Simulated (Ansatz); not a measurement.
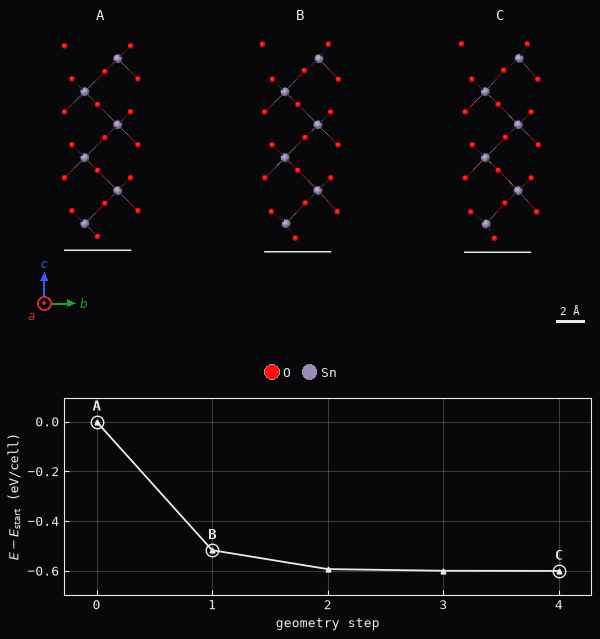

Frames of a relaxation of a slab of composition SnO$_{2}$ (cut from the P4_2/mnm phase), marked on the history of the run. The picture is a ball-and-stick view of the 2 × 1 repeat of the cell, outlined in the plane, without the vacuum (origin shifted), seen along the a axis.

Case: (0 1 0) slab, atoms relaxed. The slab is the (0 1 0) face of SnO2.

Method: Ansatz, DFT r2SCAN, scalar-relativistic, plane waves, PAW.

Input file:
```yaml
crystal:
  lattice:
    - [3.2007107582, 0.0, 0.0]
    - [0.0, 4.7598181121, 0.0]
    - [0.0, 0.0, 28.7474440778]
  atoms:
    - { symbol: O, position: [0.0, 0.6941376429, 0.260892759] }
    - { symbol: Sn, position: [0.5, 0.5, 0.2930225727] }
    - { symbol: O, position: [0.0, 0.3058623571, 0.3251523864] }
    - { symbol: O, position: [0.5, 0.8058623571, 0.3436837299] }
    - { symbol: Sn, position: [0.0, 0.0, 0.3758135436] }
    - { symbol: O, position: [0.5, 0.1941376429, 0.4079433573] }
    - { symbol: O, position: [0.0, 0.6941376429, 0.4264747009] }
    - { symbol: Sn, position: [0.5, 0.5, 0.4586045145] }
    - { symbol: O, position: [0.0, 0.3058623571, 0.4907343282] }
    - { symbol: O, position: [0.5, 0.8058623571, 0.5092656718] }
    - { symbol: Sn, position: [0.0, 0.0, 0.5413954855] }
    - { symbol: O, position: [0.5, 0.1941376429, 0.5735252991] }
    - { symbol: O, position: [0.0, 0.6941376429, 0.5920566427] }
    - { symbol: Sn, position: [0.5, 0.5, 0.6241864564] }
    - { symbol: O, position: [0.0, 0.3058623571, 0.6563162701] }
    - { symbol: O, position: [0.5, 0.8058623571, 0.6748476136] }
    - { symbol: Sn, position: [0.0, 0.0, 0.7069774273] }
    - { symbol: O, position: [0.5, 0.1941376429, 0.739107241] }
basis:
  ecutwfc: 500
kpoints:
  mp_grid: { grid: [8, 6, 1] }
hamiltonian:
  xc: r2scan
scf:
  occupations: { method: gaussian, width: 0.05 }
output:
  forces: true
  eigenvalues: true
  write_density: true
  write_potential: true
  elf: true
  volumetric_format: npy
relax:
  adjacent_minimum: "off"
  f_tol: 0.02
  max_steps: 60
efield:
  axis: 3
  dipole_correction: true
  ramp_width: 0.04
```

Command:
```bash
ansatz run input.yaml --threads 2 --pin off --max-ram 5120MiB --backend cpu --events-out ev --progress --plain --runs-dir out
```

What happens along the run?

Answer. Over 4 geometry steps the energy falls by 0.600 eV per cell of the calculation. Largest force component: 2.5 eV/Å at the start, 0.013 eV/Å at the end. The largest moves relative to the layer's centre, 0.27 Å, are those of O1 and O18. O1 goes at 58° to the normal (−c side). By element the largest moves are O 0.27 Å, Sn 0.10 Å. The cell doesn't change. Some distances before and after: O1–Sn2 2.066 → 1.998 Å, O16–Sn17 2.066 → 2.129 Å, O15–Sn17 2.059 → 2.026 Å, O3–Sn5 2.059 → 2.039 Å. Bond angles that change, for instance: O1–Sn2–O3 180.0° → 165.5°, O1–Sn2–O4 90.0° → 100.8°, Sn2–O1–Sn2 101.5° → 106.4°. Cost: 16 min on 2 threads of Intel(R) Xeon(R) Processor @ 2.50GHz (Skylake/Cascade Lake) (shared host), peak memory 2.2 GiB. From step 0 to 1: O atoms move most (0.19 Å), energy −0.517 eV per cell of the calculation. From step 1 to 4: O atoms move most (0.07 Å), energy −83.5 meV per cell of the calculation.
